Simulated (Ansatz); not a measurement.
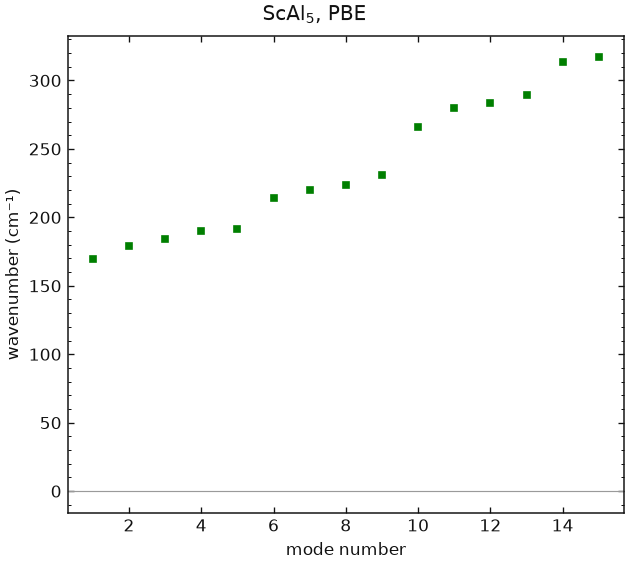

Plotted: zone-centre optical phonon frequencies (the three acoustic modes are left out) for ScAl₅, space group Cmmm (No. 65) (cell built by us, not taken from a database).

The given structure:
```yaml
crystal:
  lattice:
    - [2.04561, -6.19118, 0.00000]
    - [2.04561, 6.19118, 0.00000]
    - [0.00000, 0.00000, 4.07891]
  atoms:
    - { symbol: Sc, position: [0.50000, 0.50000, 0.50000] }
    - { symbol: Al, position: [0.00000, 0.00000, 0.00000] }
    - { symbol: Al, position: [0.32999, 0.67001, 0.00000] }
    - { symbol: Al, position: [0.67001, 0.32999, 0.00000] }
    - { symbol: Al, position: [0.83101, 0.16899, 0.50000] }
    - { symbol: Al, position: [0.16899, 0.83101, 0.50000] }
```

Computed with Ansatz 0.2.0: harmonic phonon frequencies at the zone centre with atoms at rest in the given cell, without the long-range term of polar modes, the three translations left out, imaginary frequencies are negative; plane waves with PAW datasets, Γ-centred k mesh. Level: PBE, no spin polarisation.

wave cutoff 420 eV; k mesh 10×10×10; occupations Fermi–Dirac; smearing width 0.15 eV; pressure 0 GPa; phonon method linear response.

Question: What do the frequencies say about stability?

Answer: No frequency is imaginary, so the structure is stable to these displacements (zone-boundary modes weren't tested here).

Question: Where does the highest mode lie?

Answer: The highest mode lies at 316.9 cm⁻¹.

Caveats: metal sensitive to the k mesh.
